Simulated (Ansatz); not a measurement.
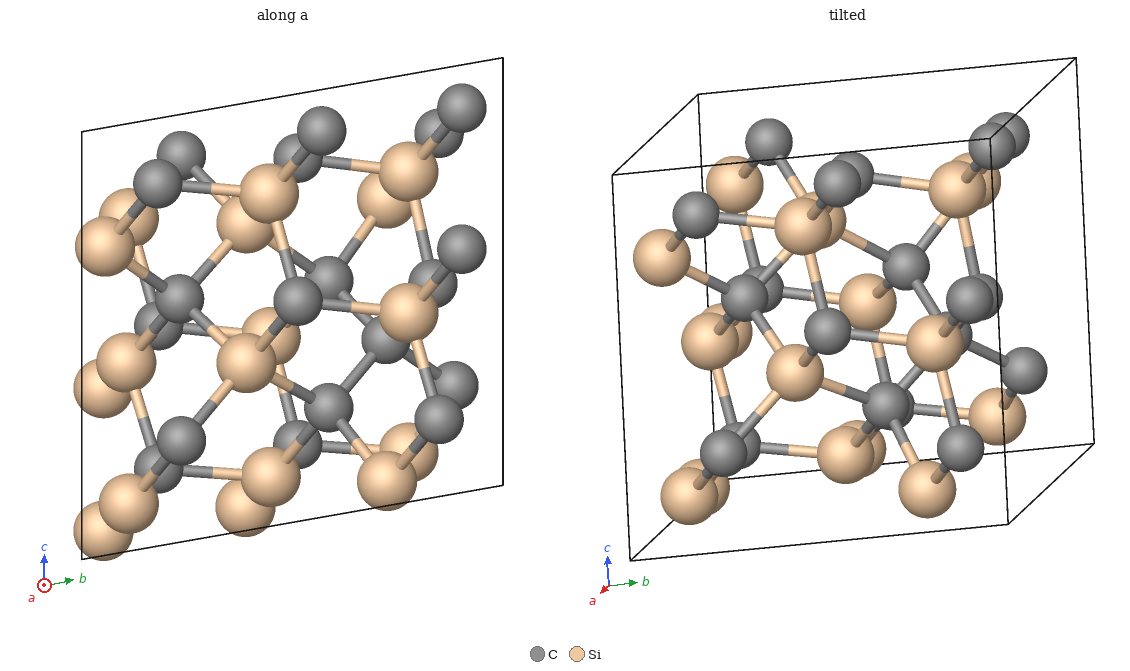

The figure gives a ball-and-stick picture of the atoms, viewed along the a axis and slightly off an axis. The lines enclose the simulation cell; boundary atoms appear with their images.

Si17C19, space group R3m (No. 160), a = 7.38 Å, b = 7.38 Å, c = 7.38 Å, α = 77.90°, β = 77.90°, γ = 77.90°.

Method: DFT PBE, scalar-relativistic, plane waves, PAW in Ansatz; an energy cutoff of 420 eV, k-grid 2×2×2, Gaussian smearing of 0.01 eV, no spin polarisation.

### Does it come out as a metal, or with a gap?

A semiconductor at this level, with a gap of 2.62 eV on the k-mesh (the true edges may lie between mesh points, so the gap can be somewhat smaller).

Starting structure: a structure listed in the Materials Project, repeated into a supercell with a point defect put in. The atoms were relaxed in a fixed cell with DFT PBE, scalar-relativistic, plane waves, PAW in Ansatz 0.2.0.
